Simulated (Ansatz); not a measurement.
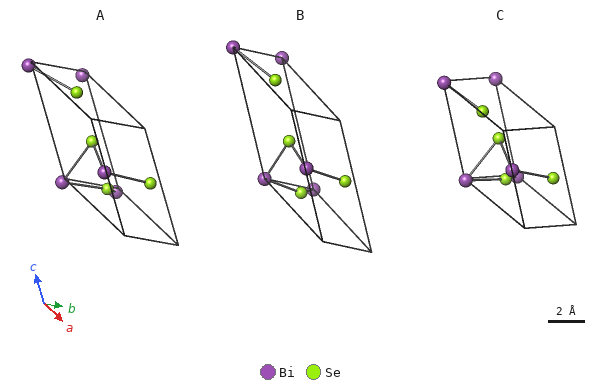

3 geometries from one relaxation of crystalline BiSe₂ (built on the SiO2-122 type type), in shuffled order. A ball-and-stick model of the cell of the calculation, seen from a free direction.

Case: shaken.

Level of theory: Ansatz, DFT, PBEsol, plane waves, PAW. Settings: plane-wave cutoff 420 eV; k-point mesh 4 × 4 × 4; occupations fermi dirac; smearing width 0.05 eV; no spin polarisation; cell and atoms relaxed; force threshold 0.01 eV/Å; at most 120 steps.

Question: Order the frames from highest to lowest energy.

Answer: C, A, B. They are steps 0, 11, 47, at +231 meV per atom, +25.2 meV per atom relative to the last. A Se atom moves most relative to the cell: 0.72 Å along [2 −1 2]. By element the largest moves are Se 0.72 Å, Bi 0.66 Å. The volume changes by +8.1 %, with a 5.937 → 5.884 Å (−0.9 %), b 5.743 → 5.516 Å (−3.9 %), c 5.874 → 7.928 Å (+35.0 %), α 108.6° → 117.1°, β 111.2° → 121.5°, γ 108.2° → 98.7°. Some distances before and after: Bi–Se 3.353 → 5.216 Å, Se–Se 3.185 → 4.261 Å, Se–Se 3.358 → 4.262 Å, Se–Se 3.290 → 4.188 Å. Among the angles between lasting bonds that change: Bi–Se–Bi 147.5° → 112.9°, Se–Bi–Se 66.4° → 99.7°, Se–Bi–Se 63.8° → 96.5°. The space group stays P1 (No. 1). Over 34 accepted moves (47 points after the start) the energy falls by 231 meV per atom. Largest force component: 0.93 eV/Å at the start, 0.0056 eV/Å at the end. Pressure: 0.27 GPa at the start and −0.02 GPa at the end. The line search rejected the trial steps at points 8, 12, 14, 16, 25, 26, 30, 33 and more of the run. The SCF was repeated 3 times at an unchanged geometry on a basis and grid sized afresh for the cell, which shifted the energy by 7.2 meV per atom at most. The run took 14 min on 2 threads of Intel(R) Xeon(R) Processor @ 2.70GHz, on a shared host, peak memory 0.63 GiB.
